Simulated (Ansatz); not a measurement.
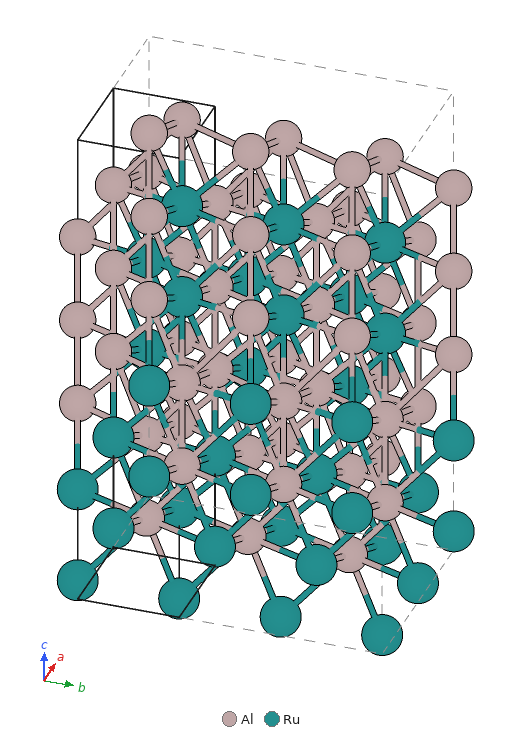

The crystal in a ball-and-stick representation, seen from a general direction. The picture spans 2×3×1 cells, one conventional unit cell being drawn with solid lines.

Al3Ru2, space group P4mm (No. 99), a = 3.08 Å, b = 3.08 Å, c = 15.27 Å, α = 90.00°, β = 90.00°, γ = 90.00°.

Level of theory: Ansatz 0.2.0, DFT r2SCAN, scalar-relativistic, plane waves, PAW. Settings were cutoff 500 eV, k-points about 0.14 Å⁻¹ apart, Gaussian smearing of 0.15 eV, no spin polarisation.

**Predict the gap.**

A metal: bands cross the Fermi level.

**State the hydrostatic pressure.**

The computed pressure is -6.1 GPa (stretched: it would shrink). The stress isn't hydrostatic: its largest component is 8.9 GPa.

Provenance: a structure listed in the Materials Project. The cell was then strained or its atoms displaced on purpose. It was run through Ansatz as a DFT input.

At this level of theory the run's own cell isn't at rest (stretched, at -6 GPa and forces up to 2.7 eV/Å), so its distances can differ from those at equilibrium, the more so the softer the solid.
